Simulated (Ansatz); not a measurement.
System: LiNbO$_{2}$.

```
Li Nb O
1.0
    -2.87045    0.00000    0.00000
     0.00000    4.97176    0.00000
     1.43522   -2.48588  -10.22601
Li Nb O
4 4 8
Direct
  0.50000 0.50000 0.00000
  0.00000 0.00000 0.00000
  0.75000 0.75000 0.50000
  0.25000 0.25000 0.50000
  0.62500 0.95833 0.25000
  0.12500 0.45833 0.25000
  0.37500 0.04167 0.75000
  0.87500 0.54167 0.75000
  0.93888 0.27221 0.87776
  0.43888 0.77221 0.87776
  0.18888 0.85554 0.37776
  0.68888 0.35554 0.37776
  0.81112 0.14446 0.62224
  0.31112 0.64446 0.62224
  0.06112 0.72779 0.12224
  0.56112 0.22779 0.12224
```

Space group P6₃/mmc.

Level of theory: DFT LDA, scalar-relativistic, plane waves, PAW (Ansatz 0.2.0).

**Predict the valence pseudo-density and electron localisation function between the atoms.**

Li–O (2.08 Å): ρ is about 0.27 e/Å³ halfway; the ELF peaks at about 0.85 in the valence shell of O, 0.6 Å from its nucleus, and falls to about 0 next to Li (a closed-shell, largely ionic contact).
Nb–O (2.11 Å): ρ at the midpoint is about 0.66 e/Å³; the ELF peaks at about 0.80 in the valence shell of O, 0.6 Å from its nucleus, and drops to about 0.20 between the two atoms (no shared electron pair shows on this line).
Nb–Nb (2.87 Å): ρ at the midpoint is about 0.3 e/Å³; the ELF is about 0.25 at the midpoint (no shared electron pair shows on this line).

**Metal or insulator at this level of theory?**

It is gapped, with a Kohn–Sham gap of 1.7 eV on the k-point mesh (the band edges may lie off the mesh, which would make the gap smaller).

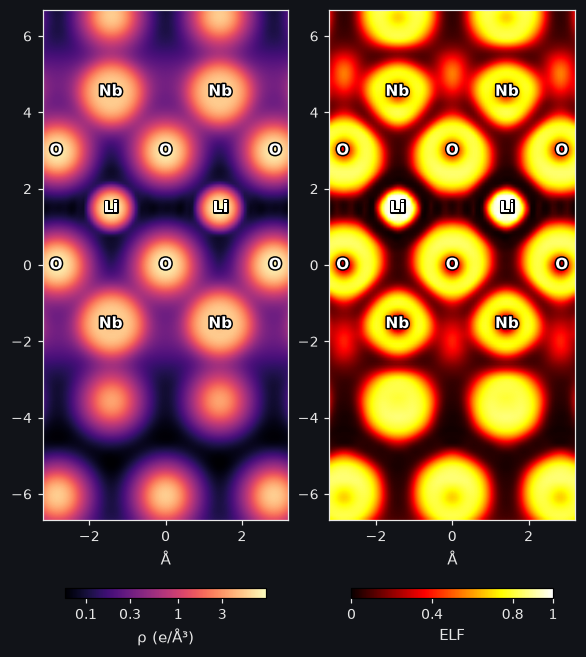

Computed valence pseudo-density and electron localisation function on the (011) plane of the calculation cell, in this order. Atoms just off the plane (Li, 0.9 Å away and O, 0.3 Å away) can leave unmarked features too.

In a PAW calculation such maps are meaningful between the atoms, not at the nuclei.
